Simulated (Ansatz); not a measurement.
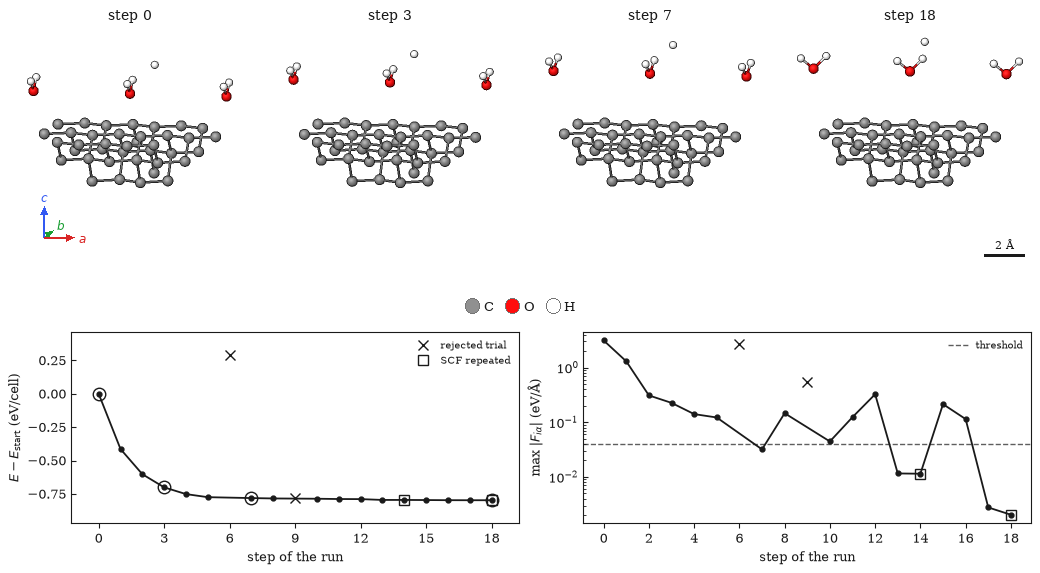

Frames of a constrained relaxation of a slab of composition H$_{2}$C$_{48}$O (cut from the Fd-3m phase), marked on the history of the run. A ball-and-stick model of the atoms within 5.8 Å of the atom that moves most (axes of the 2 × 1 repeat of the cell, outlined in the plane, without the vacuum (origin shifted)), seen slightly off an axis.

Case: 1 H2O a cell, donor, over a bridge C-C site. The slab is the (1 1 0) face of C with H2O on it. 24 atoms are held fixed.

Level of theory: DFT PBE+D3(BJ), scalar-relativistic, plane waves, PAW (Ansatz). Set-up: plane-wave cutoff 420 eV; k-point mesh 3 × 2 × 1; occupations gaussian; smearing width 0.05 eV; no spin polarisation; dipole correction; atoms relaxed in a fixed cell; force threshold 0.04 eV/Å; at most 100 steps.

What happens along the run?

The largest moves, 1.30 Å, are those of H atoms. By element the largest moves are H 1.30 Å, O 1.15 Å. C stays in place. The cell stays as it was. Near-neighbour distances that change, for instance: H–O 0.990 → 0.969 Å. Over 14 accepted moves (18 points after the start) the energy falls by 0.797 eV per cell of the calculation. The largest force component goes from 3.1 to 0.002 eV/Å. The line search rejected the trial steps at points 6, 9 of the run. 2 steps only repeated the SCF at the same geometry. The forces were under the threshold at step 7, but the run went on from there. From step 0 to 3: the O atom moves most (0.59 Å), energy −0.701 eV per cell of the calculation. From step 3 to 7: H atoms move most (0.47 Å), energy −80.2 meV per cell of the calculation. From step 7 to 18: H atoms move most (0.55 Å), energy −16.1 meV per cell of the calculation.

```
step  E − E(0), meV/atom  largest force component, eV/Å                         note
   0                0.00                         3.1247                             
   1               -8.11                         1.2979                             
   2              -11.81                         0.3091                             
   3              -13.74                         0.2259                             
   4              -14.73                         0.1407                             
   5              -15.18                         0.1221                             
   6                5.70                         2.6771                     rejected
   7              -15.31                         0.0319                             
   8              -15.37                         0.1461                             
   9              -15.32                         0.5475                     rejected
  10              -15.41                         0.0445                             
  11              -15.45                         0.1239                             
  12              -15.47                         0.3248                             
  13              -15.59                         0.0116                             
  14              -15.59                         0.0114  same geometry, SCF repeated
  15              -15.60                         0.2140                             
  16              -15.62                         0.1142                             
  17              -15.63                         0.0028                             
  18              -15.63                         0.0020  same geometry, SCF repeated
```

Limits of the set-up: the k-point mesh is coarse for a cell with partly filled bands; the periodic images lie only 5.0 Å apart, so the values are limited by the cell's size.
